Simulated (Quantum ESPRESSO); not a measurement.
# SiC(110), H on both faces, stepped through the number of layers, part 6 of 11

Aim: how the results for SiC(110), H on both faces change with the number of layers.

Quantum ESPRESSO 7.5; plane-wave DFT, PBE, GBRV ultrasoft pseudopotentials.

So far. Step 4 (Relaxation with pw.x, 3 layers): The relaxation lowers the energy by 6 meV an atom. Step 8 (Potential by pp.x, 3 layers): The slope in the vacuum is 0.100 eV/Å for an applied 0.10 V/Å, as it should be.

**10. Band structure, 3 layers**

Bands along a path place the edges.

Input file m0.bands.in:

```
&control
  prefix = 'm0.bands'
  outdir = './out'
  pseudo_dir = './pseudo'
  calculation = 'bands'
  tefield = .true.
  dipfield = .true.
/
&system
  ibrav = 0
  nat = 10
  ntyp = 3
  ecutwfc = 40
  ecutrho = 200
  occupations = 'smearing'
  smearing = 'fd'
  degauss = 0.002
  edir = 3
  emaxpos = 0.97
  eopreg = 0.04
  eamp = 0.0
  nbnd = 20
/
&electrons
  conv_thr = 1e-07
  mixing_beta = 0.4
  electron_maxstep = 120
  mixing_mode = 'local-TF'
/
ATOMIC_SPECIES
  H   1.0080  h_pbe_v1.4.uspp.F.UPF
  Si  28.0850  si_pbe_v1.uspp.F.UPF
  C   12.0110  c_pbe_v1.2.uspp.F.UPF
CELL_PARAMETERS angstrom
  4.37818550200000 0.00000000000000 0.00000000000000
  0.00000000000000 3.09619996900000 0.00000000000000
  0.00000000000000 0.00000000000000 21.49118811849718
ATOMIC_POSITIONS crystal
  H   0.812603640900 0.000000000000 0.370695322200
  H   0.388094812400 0.500000000000 0.386931282400
  Si  0.004704236200 0.000000000000 0.428724280400
  C   0.245955390000 0.500000000000 0.429530120200
  Si  0.503686055400 0.500000000000 0.500000000000
  C   0.751327194600 0.000000000000 0.500000000000
  Si  0.004704236200 0.000000000000 0.571275719600
  C   0.245955390000 0.500000000000 0.570469879800
  H   0.388094812400 0.500000000000 0.613068717600
  H   0.812603640900 0.000000000000 0.629304677800
K_POINTS crystal_b
5
  0.0000000000 0.0000000000 0.0000000000 10
  0.5000000000 0.0000000000 0.0000000000 10
  0.5000000000 0.5000000000 0.0000000000 10
  0.0000000000 0.5000000000 0.0000000000 10
  0.0000000000 0.0000000000 0.0000000000 1
```

Run with:

```sh
> cp -r out/m0.f0.save out/m0.bands.save
> cp out/m0.f0.xml out/m0.bands.xml
> OMP_NUM_THREADS=1 mpirun -n 4 pw.x -nk 4 -in m0.bands.in > m0.bands.out
```

The log of the run:

```text
[banner, memory and clock lines left out]
Program PWSCF v.7.5 starts

          URL

     Presently no symmetry can be used with electric field

     Atomic positions and unit cell read from directory:
     ./out/m0.bands.save/

     G-vector sticks info

     bravais-lattice index     =            0
     lattice parameter (alat)  =       8.2736  a.u.
     unit-cell volume          =    1965.9849 (a.u.)^3
     number of atoms/cell      =           10
     number of atomic types    =            3
     number of electrons       =        28.00
     number of Kohn-Sham states=           20
     kinetic-energy cutoff     =      40.0000  Ry
     charge density cutoff     =     200.0000  Ry
     Exchange-correlation= SLA  PW   PBE  PBE
                           (   1   4   3   4   0   0   0)

     celldm(1)=   8.273572  celldm(2)=   0.000000  celldm(3)=   0.000000
     celldm(4)=   0.000000  celldm(5)=   0.000000  celldm(6)=   0.000000

     crystal axes: (cart. coord. in units of alat)
               a(1) = (   1.000000   0.000000   0.000000 )
               a(2) = (   0.000000   0.707188   0.000000 )
               a(3) = (   0.000000   0.000000   4.908697 )

     reciprocal axes: (cart. coord. in units 2 pi/alat)
               b(1) = (  1.000000  0.000000  0.000000 )
               b(2) = (  0.000000  1.414051  0.000000 )
               b(3) = (  0.000000  0.000000  0.203720 )

     PseudoPot. # 1 for H  read from file:
     ./pseudo/h_pbe_v1.4.uspp.F.UPF
     Pseudo is Ultrasoft, Zval =  1.0
     Generated by new atomic code, or converted to UPF format
     Using radial grid of  615 points,  2 beta functions with:
                l(1) =   0
                l(2) =   0
     Q(r) pseudized with  8 coefficients,  rinner =    0.700

     PseudoPot. # 2 for Si read from file:
     ./pseudo/si_pbe_v1.uspp.F.UPF
     Pseudo is Ultrasoft + core correction, Zval =  4.0
     Generated by new atomic code, or converted to UPF format
     Using radial grid of  899 points,  6 beta functions with:
                l(1) =   0
                l(2) =   0
                l(3) =   1
                l(4) =   1
                l(5) =   2
                l(6) =   2
     Q(r) pseudized with  8 coefficients,  rinner =    0.900   0.900   0.900
                                                       0.900   0.900

     PseudoPot. # 3 for C  read from file:
     ./pseudo/c_pbe_v1.2.uspp.F.UPF
     Pseudo is Ultrasoft + core correction, Zval =  4.0
     Generated by new atomic code, or converted to UPF format
     Using radial grid of  721 points,  4 beta functions with:
                l(1) =   0
                l(2) =   0
                l(3) =   1
                l(4) =   1
     Q(r) pseudized with  8 coefficients,  rinner =    1.100   1.100   1.100

     atomic species   valence    mass     pseudopotential
     H                 1.00     1.00800     H ( 1.00)
     Si                4.00    28.08500     Si( 1.00)
     C                 4.00    12.01100     C ( 1.00)

     No symmetry found

   Cartesian axes

     site n.     atom                  positions (alat units)
         1        H      tau(   1) = (   0.8126036   0.0000000   1.8196312  )
         2        H      tau(   2) = (   0.3880948   0.3535940   1.8993286  )
         3        Si     tau(   3) = (   0.0047042   0.0000000   2.1044778  )
         4        C      tau(   4) = (   0.2459554   0.3535940   2.1084334  )
         5        Si     tau(   5) = (   0.5036861   0.3535940   2.4543487  )
         6        C      tau(   6) = (   0.7513272   0.0000000   2.4543487  )
         7        Si     tau(   7) = (   0.0047042   0.0000000   2.8042197  )
         8        C      tau(   8) = (   0.2459554   0.3535940   2.8002641  )
         9        H      tau(   9) = (   0.3880948   0.3535940   3.0093689  )
        10        H      tau(  10) = (   0.8126036   0.0000000   3.0890663  )

     number of k points=    41  Fermi-Dirac smearing, width (Ry)=  0.0020
                       cart. coord. in units 2pi/alat
        k(    1) = (   0.0000000   0.0000000   0.0000000), wk =   0.0487805
        k(    2) = (   0.0500000   0.0000000   0.0000000), wk =   0.0487805
        k(    3) = (   0.1000000   0.0000000   0.0000000), wk =   0.0487805
        k(    4) = (   0.1500000   0.0000000   0.0000000), wk =   0.0487805
        k(    5) = (   0.2000000   0.0000000   0.0000000), wk =   0.0487805
        k(    6) = (   0.2500000   0.0000000   0.0000000), wk =   0.0487805
        k(    7) = (   0.3000000   0.0000000   0.0000000), wk =   0.0487805
        k(    8) = (   0.3500000   0.0000000   0.0000000), wk =   0.0487805
        k(    9) = (   0.4000000   0.0000000   0.0000000), wk =   0.0487805
        k(   10) = (   0.4500000   0.0000000   0.0000000), wk =   0.0487805
        k(   11) = (   0.5000000   0.0000000   0.0000000), wk =   0.0487805
        k(   12) = (   0.5000000   0.0707026   0.0000000), wk =   0.0487805
        k(   13) = (   0.5000000   0.1414051   0.0000000), wk =   0.0487805
        k(   14) = (   0.5000000   0.2121077   0.0000000), wk =   0.0487805
        k(   15) = (   0.5000000   0.2828103   0.0000000), wk =   0.0487805
        k(   16) = (   0.5000000   0.3535128   0.0000000), wk =   0.0487805
        k(   17) = (   0.5000000   0.4242154   0.0000000), wk =   0.0487805
        k(   18) = (   0.5000000   0.4949179   0.0000000), wk =   0.0487805
        k(   19) = (   0.5000000   0.5656205   0.0000000), wk =   0.0487805
        k(   20) = (   0.5000000   0.6363231   0.0000000), wk =   0.0487805
        k(   21) = (   0.5000000   0.7070256   0.0000000), wk =   0.0487805
        k(   22) = (   0.4500000   0.7070256   0.0000000), wk =   0.0487805
        k(   23) = (   0.4000000   0.7070256   0.0000000), wk =   0.0487805
        k(   24) = (   0.3500000   0.7070256   0.0000000), wk =   0.0487805
        k(   25) = (   0.3000000   0.7070256   0.0000000), wk =   0.0487805
        k(   26) = (   0.2500000   0.7070256   0.0000000), wk =   0.0487805
        k(   27) = (   0.2000000   0.7070256   0.0000000), wk =   0.0487805
        k(   28) = (   0.1500000   0.7070256   0.0000000), wk =   0.0487805
        k(   29) = (   0.1000000   0.7070256   0.0000000), wk =   0.0487805
        k(   30) = (   0.0500000   0.7070256   0.0000000), wk =   0.0487805
        k(   31) = (   0.0000000   0.7070256   0.0000000), wk =   0.0487805
        k(   32) = (   0.0000000   0.6363231   0.0000000), wk =   0.0487805
        k(   33) = (   0.0000000   0.5656205   0.0000000), wk =   0.0487805
        k(   34) = (   0.0000000   0.4949179   0.0000000), wk =   0.0487805
        k(   35) = (   0.0000000   0.4242154   0.0000000), wk =   0.0487805
[...]
-15.1788 -14.4758 -14.0590  -9.8191  -9.0129  -7.7377  -5.7703  -4.5335
    -4.2294  -3.4585  -3.2435  -3.0687  -2.8094  -2.7553   2.5181   3.1869
     3.2745   3.7529   4.1966   4.3163

          k = 0.5000 0.0000 0.0000 (  8368 PWs)   bands (ev):

   -15.0636 -14.6094 -14.0487  -9.8528  -8.9806  -7.7901  -5.7388  -4.5653
    -4.0596  -3.3726  -3.3379  -3.1968  -2.8071  -2.7182   2.6316   3.1708
     3.2743   3.7234   4.3281   4.4111

          k = 0.5000 0.0707 0.0000 (  8362 PWs)   bands (ev):

   -15.0357 -14.5810 -14.0233  -9.8273  -8.9604  -7.7751  -5.7226  -4.5529
    -4.2475  -3.7053  -3.2853  -3.0513  -2.9735  -2.7479   2.7445   3.2821
     3.3667   3.8023   4.4275   4.4525

          k = 0.5000 0.1414 0.0000 (  8378 PWs)   bands (ev):

   -14.9524 -14.4960 -13.9477  -9.7517  -8.9021  -7.7342  -5.6755  -4.7218
    -4.5237  -4.2354  -3.3968  -3.2508  -2.9516  -2.8486   3.0117   3.5190
     3.5316   4.0631   4.5566   4.6812

          k = 0.5000 0.2121 0.0000 (  8384 PWs)   bands (ev):

   -14.8159 -14.3566 -13.8242  -9.6298  -8.8129  -7.6824  -5.6021  -5.3510
    -4.8465  -4.5354  -3.9056  -3.2363  -3.0217  -2.9361   3.3081   3.6081
     3.7838   4.3366   4.6846   4.8316

          k = 0.5000 0.2828 0.0000 (  8388 PWs)   bands (ev):

   -14.6298 -14.1660 -13.6573  -9.4692  -8.7102  -7.6557  -6.0358  -5.5118
    -5.4388  -4.8616  -4.1302  -3.2651  -3.2464  -2.9894   3.4722   3.6987
     3.9684   4.4591   4.6243   4.6253

          k = 0.5000 0.3535 0.0000 (  8418 PWs)   bands (ev):

   -14.4005 -13.9306 -13.4542  -9.2837  -8.6343  -7.7281  -6.6884  -5.8881
    -5.4314  -5.4206  -4.0755  -3.5650  -3.2868  -3.1057   3.3588   3.9280
     4.0198   4.3264   4.5267   4.6683

          k = 0.5000 0.4242 0.0000 (  8406 PWs)   bands (ev):

   -14.1387 -13.6605 -13.2264  -9.0984  -8.6726  -7.9886  -7.1769  -6.0883
    -5.9642  -5.3606  -3.9806  -3.8737  -3.3635  -3.2757   3.2207   3.9337
     3.9683   4.3665   4.4940   4.9124

          k = 0.5000 0.4949 0.0000 (  8398 PWs)   bands (ev):

   -13.8628 -13.3739 -12.9923  -8.9543  -8.9019  -8.4302  -7.3566  -6.3544
    -6.0734  -5.3866  -4.1790  -3.8414  -3.5079  -3.4454   3.1480   3.8074
     3.9312   4.3893   4.5904   5.0260

          k = 0.5000 0.5656 0.0000 (  8412 PWs)   bands (ev):

   -13.6033 -13.1021 -12.7795  -9.2255  -8.8976  -8.8936  -7.3277  -6.5280
    -5.9606  -5.5568  -4.3409  -3.7453  -3.7154  -3.5662   3.1465   3.7575
     3.9343   4.2385   4.7184   4.7340

          k = 0.5000 0.6363 0.0000 (  8404 PWs)   bands (ev):

   -13.4082 -12.8958 -12.6256  -9.4828  -9.2513  -8.9072  -7.2546  -6.4790
    -5.8451  -5.8333  -4.3950  -3.8818  -3.6799  -3.6598   3.1809   3.7753
     3.9545   4.1246   4.5207   4.7073

          k = 0.5000 0.7070 0.0000 (  8404 PWs)   bands (ev):

   -13.3338 -12.8166 -12.5686  -9.5769  -9.3874  -8.9254  -7.2216  -6.3621
    -6.0273  -5.7966  -4.4040  -3.9464  -3.6962  -3.6568   3.2010   3.7964
     3.9626   4.0882   4.4413   4.6754

          k = 0.4500 0.7070 0.0000 (  8406 PWs)   bands (ev):

   -13.3437 -12.8309 -12.5723  -9.5426  -9.3631  -8.9420  -7.2173  -6.3447
    -5.9935  -5.8032  -4.4027  -3.9577  -3.7023  -3.6614   3.0885   3.6844
     3.8379   4.1183   4.4801   4.7356

          k = 0.4000 0.7070 0.0000 (  8402 PWs)   bands (ev):

   -13.3718 -12.8711 -12.5833  -9.4431  -9.2934  -8.9886  -7.2023  -6.2941
    -5.8964  -5.8210  -4.3981  -3.9942  -3.7246  -3.6747   2.8293   3.4391
     3.5238   4.2074   4.5718   4.8273

          k = 0.3500 0.7070 0.0000 (  8420 PWs)   bands (ev):

   -13.4142 -12.9306 -12.6001  -9.2883  -9.1874  -9.0567  -7.1709  -6.2149
    -5.8441  -5.7474  -4.3887  -4.0628  -3.7733  -3.6954   2.5363   3.1049
     3.1798   4.3512   4.7008   4.8496

          k = 0.3000 0.7070 0.0000 (  8422 PWs)   bands (ev):

   -13.4653 -13.0005 -12.6210  -9.1360  -9.0919  -9.0591  -7.1137  -6.1148
    -5.8643  -5.5617  -4.3721  -4.1722  -3.8615  -3.7217   2.2746   2.6427
     2.9693   4.5403   4.8077   4.8616

          k = 0.2500 0.7070 0.0000 (  8412 PWs)   bands (ev):

   -13.5193 -13.0726 -12.6438  -9.2171  -8.9256  -8.8706  -7.0192  -6.0039
    -5.8712  -5.3561  -4.3457  -4.3297  -3.9991  -3.7513   2.0757   2.1799
     2.8393   4.7263   4.7463   5.0384

          k = 0.2000 0.7070 0.0000 (  8436 PWs)   bands (ev):

   -13.5708 -13.1400 -12.6662  -9.2922  -8.8041  -8.6435  -6.8771  -5.8941
    -5.8537  -5.1483  -4.5373  -4.3085  -4.1882  -3.7820   1.7484   1.9487
     2.8037   4.4905   4.6989   5.0943

          k = 0.1500 0.7070 0.0000 (  8448 PWs)   bands (ev):

   -13.6153 -13.1972 -12.6861  -9.3556  -8.7071  -8.4320  -6.6834  -5.8004
    -5.7972  -4.9563  -4.7898  -4.4201  -4.2626  -3.8115   1.3749   1.8855
     2.8629   4.1267   4.6840   5.0321

          k = 0.1000 0.7070 0.0000 (  8440 PWs)   bands (ev):

   -13.6495 -13.2405 -12.7016  -9.4035  -8.6396  -8.2590  -6.4454  -5.7226
    -5.7039  -5.0726  -4.7989  -4.6742  -4.2156  -3.8373   1.0840   1.8666
     3.0033   3.8405   4.6327   4.7074

          k = 0.0500 0.7070 0.0000 (  8446 PWs)   bands (ev):

   -13.6709 -13.2675 -12.7115  -9.4331  -8.6010  -8.1457  -6.1916  -5.6761
    -5.5739  -5.3540  -4.9124  -4.6942  -4.1794  -3.8557   0.8981   1.8682
     3.1854   3.6592   4.2843   4.7550

          k = 0.0000 0.7070 0.0000 (  8404 PWs)   bands (ev):

   -13.6781 -13.2766 -12.7149  -9.4431  -8.5885  -8.1062  -6.0412  -5.6604
    -5.5137  -5.4899  -5.0349  -4.6573  -4.1657  -3.8626   0.8340   1.8712
     3.2908   3.5972   4.1223   4.7825

          k = 0.0000 0.6363 0.0000 (  8452 PWs)   bands (ev):

   -13.9787 -12.9954 -12.7879  -9.3480  -8.7432  -7.8902  -6.1332  -5.8571
    -5.6765  -5.1171  -4.9309  -4.7012  -4.3225  -3.6944   0.9213   1.8767
     3.3679   3.6728   4.0724   4.4955

          k = 0.0000 0.5656 0.0000 (  8446 PWs)   bands (ev):

   -14.4067 -12.9791 -12.6392  -9.0986  -8.9237  -7.5521  -6.3426  -6.0885
    -5.7165  -4.8718  -4.8347  -4.5740  -4.5204  -3.4505   1.1763   1.9064
     3.5227   3.8741   3.9611   4.1443

          k = 0.0000 0.4949 0.0000 (  8436 PWs)   bands (ev):

   -14.8181 -13.2327 -12.3819  -8.9916  -8.7756  -7.3360  -6.5170  -6.1432
    -5.7658  -5.0131  -4.6642  -4.6564  -4.1528  -3.2336   1.5807   1.9789
     3.3705   3.9578   4.0227   4.1639

          k = 0.0000 0.4242 0.0000 (  8414 PWs)   bands (ev):

   -15.1914 -13.5022 -12.2580  -8.9620  -8.4653  -7.3311  -6.5767  -5.9835
    -5.8318  -5.1451  -4.7456  -4.3859  -3.7664  -3.0613   2.0856   2.1081
     3.0425   3.7979   3.9875   4.3800

          k = 0.0000 0.3535 0.0000 (  8384 PWs)   bands (ev):

   -15.5168 -13.7577 -12.2475  -8.9213  -8.2340  -7.4345  -6.4432  -5.9442
    -5.7693  -5.2198  -4.6728  -4.0133  -3.4419  -2.9368   2.1270   2.7248
     2.8817   3.4663   3.7999   4.2520

          k = 0.0000 0.2828 0.0000 (  8368 PWs)   bands (ev):

   -15.7884 -13.9815 -12.3025  -8.9352  -8.1032  -7.5692  -6.0880  -6.0725
    -5.6234  -5.3084  -4.3669  -3.5468  -3.1787  -2.8548   1.9647   3.0465
     3.1670   3.3797   3.4847   4.0250

          k = 0.0000 0.2121 0.0000 (  8390 PWs)   bands (ev):

   -16.0027 -14.1632 -12.3795  -8.9936  -8.0507  -7.6985  -6.2248  -5.5816
    -5.5057  -5.4051  -3.9100  -3.1535  -2.8655  -2.8063   1.6993   2.9259
     3.1300   3.4034   3.6983   3.9336

          k = 0.0000 0.1414 0.0000 (  8385 PWs)   bands (ev):

   -16.1572 -14.2966 -12.4499  -9.0602  -8.0406  -7.8010  -6.3321  -5.5290
    -5.4856  -4.9532  -3.4280  -3.0017  -2.7812  -2.4084   1.3978   2.7500
     2.7665   3.2970   3.8908   3.9930

          k = 0.0000 0.0707 0.0000 (  8405 PWs)   bands (ev):

   -16.2505 -14.3779 -12.4975  -9.1087  -8.0449  -7.8658  -6.3995  -5.5375
    -5.5198  -4.4877  -3.0497  -2.9404  -2.7725  -2.0450   1.1041   2.4621
     2.6428   3.1320   3.7346   4.0437

          k = 0.0000 0.0000 0.0000 (  8423 PWs)   bands (ev):

   -16.2817 -14.4052 -12.5142  -9.1262  -8.0480  -7.8879  -6.4224  -5.5554
    -5.5182  -4.3023  -2.9230  -2.8993  -2.7754  -1.9077   0.9695   2.3547
     2.6066   3.0809   3.6055   4.0077

     XML data file, pseudopotentials, collected wavefunctions

                                        0.00s GPU  (     673 calls)
[key lines of the parts left out:]
Dipole field         -0.0000 Ry au,
```

It took 37 s on 4 MPI ranks of Arm Neoverse V1, shared host; peak memory 0.39 GiB.

Read from the output:

```
dipole along the normal              : 0 e·Å
valence top, on the run's zero       : -1.908 eV
conduction bottom, on the run's zero : 0.8340 eV
gap by band count                    : 2.742 eV
```

Band numbers count within the set of bands kept for display. The electronic bands at the labelled points (eV, zero at the highest filled level of the SCF mesh; v1 is the highest filled band, c1 the lowest empty one):

| point | v4 | v3 | v2 | v1 | c1 | c2 | c3 | c4 |
| --- | --- | --- | --- | --- | --- | --- | --- | --- |
| Γ | -1.02 | -0.99 | -0.87 | 0.00 | 2.88 | 4.26 | 4.51 | 4.99 |
| X | -1.43 | -1.29 | -0.90 | -0.81 | 4.54 | 5.08 | 5.18 | 5.63 |
| S | -2.50 | -2.04 | -1.79 | -1.75 | 5.11 | 5.70 | 5.87 | 6.00 |
| Y | -3.13 | -2.75 | -2.26 | -1.95 | 2.74 | 3.78 | 5.20 | 5.50 |
| Γ | -1.02 | -0.99 | -0.87 | 0.00 | 2.88 | 4.26 | 4.51 | 4.99 |

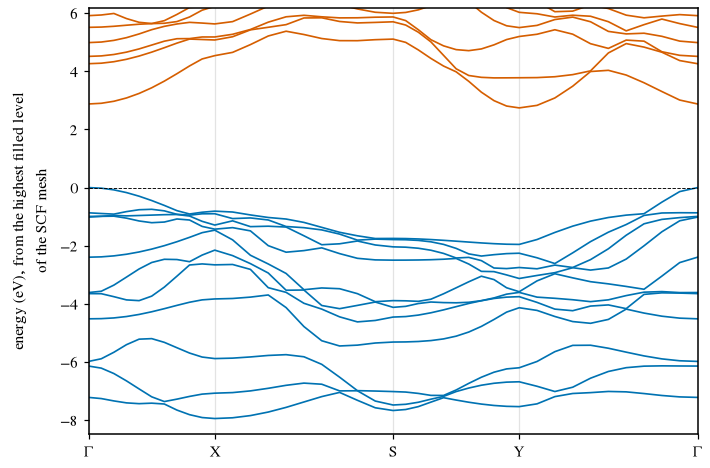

Electronic bands along the path; lines of filled and empty bands in two colours.

Along this path the valence top lies at Γ and the conduction bottom at Y.

(Part 6 of 11 ends here.)

[Logs are printed without paths, hosts, clocks, repeated set-up lines and the standing remarks that a program may print on its own settings, such as how far it seeks lower states.]

[Hosts, paths, dates, database ids (printed as entryN), source tags and the programs' standing remarks are cut or masked in the printed files.]

[Maps of the electrostatic potential energy from Ansatz leave out the sawtooth potential of an applied field or a dipole correction, so their vacuum need not be flat; planar profiles and work functions include it.]
